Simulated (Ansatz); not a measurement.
Input

```
crystal:
  lattice:
    - [-4.7738611789, -2.7561900367, 4.3382851438]
    - [4.7738611789, -2.7561900367, 4.3382851438]
    - [0.0, 5.5123800734, 4.3382851438]
  atoms:
    - { symbol: O, position: [0.1005655385, 0.1005655385, 0.1005655385] }
    - { symbol: Al, position: [0.64780645, 0.6453737867, 0.1494026215] }
    - { symbol: Al, position: [0.6453737867, 0.1494026215, 0.64780645] }
    - { symbol: Al, position: [0.1494026215, 0.64780645, 0.6453737867] }
    - { symbol: Al, position: [0.338607187, 0.338607187, 0.338607187] }
    - { symbol: Al, position: [0.8450918278, 0.8508787043, 0.3546568425] }
    - { symbol: Al, position: [0.8508787043, 0.3546568425, 0.8450918278] }
    - { symbol: Al, position: [0.3546568425, 0.8450918278, 0.8508787043] }
    - { symbol: Al, position: [0.6478077017, 0.6478077017, 0.6478077017] }
    - { symbol: Al, position: [0.1465691186, 0.1500790177, 0.6463770255] }
    - { symbol: Al, position: [0.1500790177, 0.6463770255, 0.1465691186] }
    - { symbol: Al, position: [0.6463770255, 0.1465691186, 0.1500790177] }
    - { symbol: Al, position: [0.8531891204, 0.8531891204, 0.8531891204] }
    - { symbol: Al, position: [0.3499070405, 0.3558336965, 0.8609523335] }
    - { symbol: Al, position: [0.3558336965, 0.8609523335, 0.3499070405] }
    - { symbol: Al, position: [0.8609523335, 0.3499070405, 0.3558336965] }
    - { symbol: O, position: [0.4037684185, 0.5985281101, 0.7489084892] }
    - { symbol: O, position: [0.9039051598, 0.0987835445, 0.7541611319] }
    - { symbol: O, position: [0.9042662059, 0.5971238393, 0.2493324997] }
    - { symbol: O, position: [0.419878437, 0.0955002251, 0.2643543277] }
    - { symbol: O, position: [0.400398475, 0.2495539751, 0.6041681302] }
    - { symbol: O, position: [0.903423442, 0.7500406712, 0.5977351602] }
    - { symbol: O, position: [0.899162755, 0.2546775811, 0.0967042053] }
    - { symbol: O, position: [0.4064884716, 0.7587801204, 0.0972586113] }
    - { symbol: O, position: [0.5985281101, 0.7489084892, 0.4037684185] }
    - { symbol: O, position: [0.0955002251, 0.2643543277, 0.419878437] }
    - { symbol: O, position: [0.0987835445, 0.7541611319, 0.9039051598] }
    - { symbol: O, position: [0.5971238393, 0.2493324997, 0.9042662059] }
    - { symbol: O, position: [0.7489084892, 0.4037684185, 0.5985281101] }
    - { symbol: O, position: [0.2493324997, 0.9042662059, 0.5971238393] }
    - { symbol: O, position: [0.2643543277, 0.419878437, 0.0955002251] }
    - { symbol: O, position: [0.7541611319, 0.9039051598, 0.0987835445] }
    - { symbol: O, position: [0.2495539751, 0.6041681302, 0.400398475] }
    - { symbol: O, position: [0.7587801204, 0.0972586113, 0.4064884716] }
    - { symbol: O, position: [0.7500406712, 0.5977351602, 0.903423442] }
    - { symbol: O, position: [0.2546775811, 0.0967042053, 0.899162755] }
    - { symbol: O, position: [0.6041681302, 0.400398475, 0.2495539751] }
    - { symbol: O, position: [0.0967042053, 0.899162755, 0.2546775811] }
    - { symbol: O, position: [0.0972586113, 0.4064884716, 0.7587801204] }
    - { symbol: O, position: [0.5977351602, 0.903423442, 0.7500406712] }
  host:
    lattice:
      - [2.3869305895, 1.3780950184, 4.3382851438]
      - [-2.3869305895, 1.3780950184, 4.3382851438]
      - [0.0, -2.7561900367, 4.3382851438]
    atoms:
      - { symbol: Al, position: [0.1479209717, 0.1479209717, 0.1479209717] }
      - { symbol: Al, position: [0.3520790283, 0.3520790283, 0.3520790283] }
      - { symbol: Al, position: [0.6479209717, 0.6479209717, 0.6479209717] }
      - { symbol: Al, position: [0.8520790283, 0.8520790283, 0.8520790283] }
      - { symbol: O, position: [0.9441401456, 0.5558598544, 0.25] }
      - { symbol: O, position: [0.4441401456, 0.75, 0.0558598544] }
      - { symbol: O, position: [0.5558598544, 0.25, 0.9441401456] }
      - { symbol: O, position: [0.25, 0.9441401456, 0.5558598544] }
      - { symbol: O, position: [0.75, 0.0558598544, 0.4441401456] }
      - { symbol: O, position: [0.0558598544, 0.4441401456, 0.75] }
total_charge: 1
basis:
  ecutwfc: 420
  xc_grid: 2
kpoints:
  mp_grid: { grid: [2, 2, 2], shift: [0.5, 0.5, 0.5] }
hamiltonian:
  xc: pbesol
scf:
  occupations: { method: gaussian, width: 0.01 }
output:
  forces: true
  stress: false
  eigenvalues: true
  charged_corrections:
    defect_position: [0.14792097, 0.14792097, 0.14792097]
    epsilon: [[9.717, 0.0, 0.0], [0.0, 9.717, 0.0], [0.0, 0.0, 11.8055]]
  write_density: true
  write_potential: true
  elf: true
  volumetric_format: npy
relax:
  adjacent_minimum: "off"
  f_tol: 0.025
  max_steps: 45
```

Command:

```sh
ansatz run input.yaml --threads 4 --pin off --max-ram 10240MiB --backend cpu --events-out ev --progress --plain --runs-dir out
```

The fields are those of the run's last geometry, not of the input's.

The calculation used Ansatz, DFT PBEsol, scalar-relativistic, plane waves, PAW.

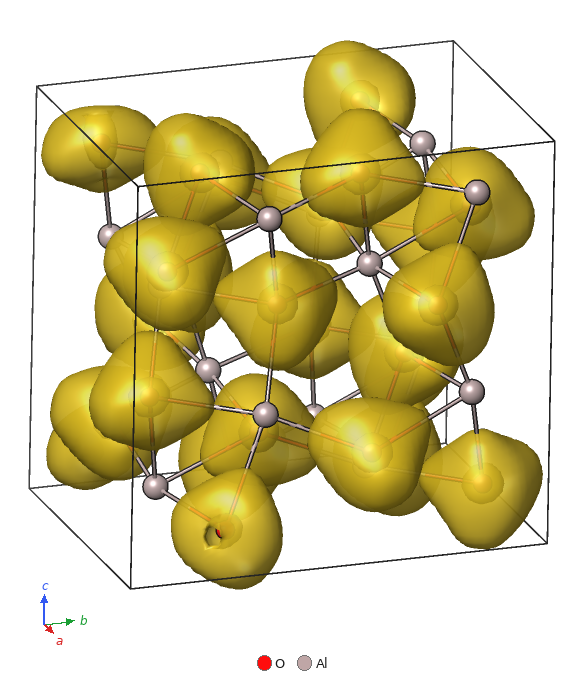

Al$_{3}$O$_{5}$ (cell charge +1, with a compensating background) (cell with a defect). Isosurface of the electron localisation function at 0.65 (yellow), seen slightly off an axis. Core shells and regions of very low density are left out. Sticks mark near contacts.

Core electrons are frozen (PAW), and the valence fields are smoothed inside the atomic spheres.

**Identify the bonds, lone pairs and shells in this picture.**

At this value the surface marks out 24 regions on O in which the atom's valence shell and bonds are merged and one region wrapped around O (its valence shell), counted in one cell of 40 atoms. Regions shared between cells count once. Profiles from the grid: Al–O (1.78 Å): the ELF peaks at about 0.85 in the valence shell of O, 0.7 Å from its nucleus, and is about 0.85 at the midpoint. Al–O (1.84 Å): the ELF peaks at about 0.85 in the valence shell of O, 0.7 Å from its nucleus, and is about 0.85 at the midpoint.

**Does the calculation give a band gap?**

It is gapped, with a Kohn–Sham gap of 0.34 eV on the k-point mesh (the band edges may lie off the mesh, which would make the gap smaller).
